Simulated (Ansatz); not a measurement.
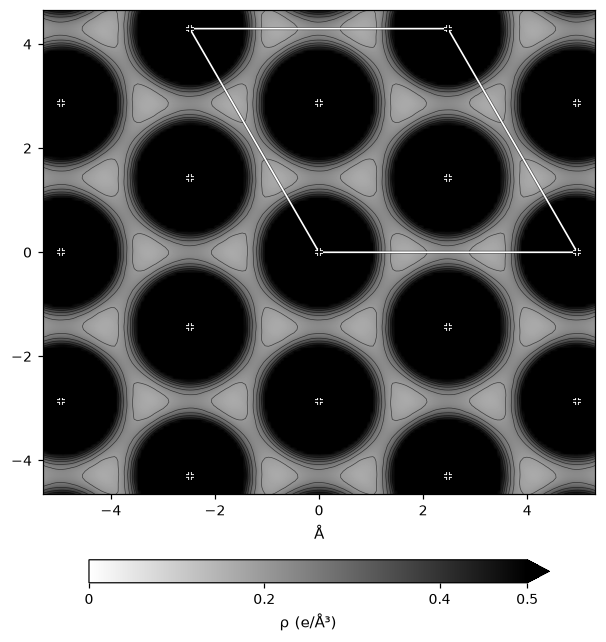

The valence pseudo-density on a plane through atoms (crosses mark nuclei in the plane).

Method: DFT PBEsol, scalar-relativistic, plane waves, PAW (Ansatz).

Candidates:
A. Ag, a = 2.87 Å, b = 4.05 Å, c = 4.96 Å, α = 114.08°, β = 106.83°, γ = 90.00°. Space group Immm; a structure from a database of computed crystals, not necessarily the ambient phase; computed without spin polarisation.
B. Sn, a = 3.13 Å, b = 3.13 Å, c = 6.02 Å, α = 90.00°, β = 90.00°, γ = 90.00°. Space group I4/mmm; computed pressure about −4 GPa in this cell.

Which candidate gave the map?

Answer. Candidate A: Ag on the (11̄0) plane of the calculation cell, which holds Ag. Ag–Ag (2.87 Å): ρ at the midpoint is about 0.23 e/Å³.
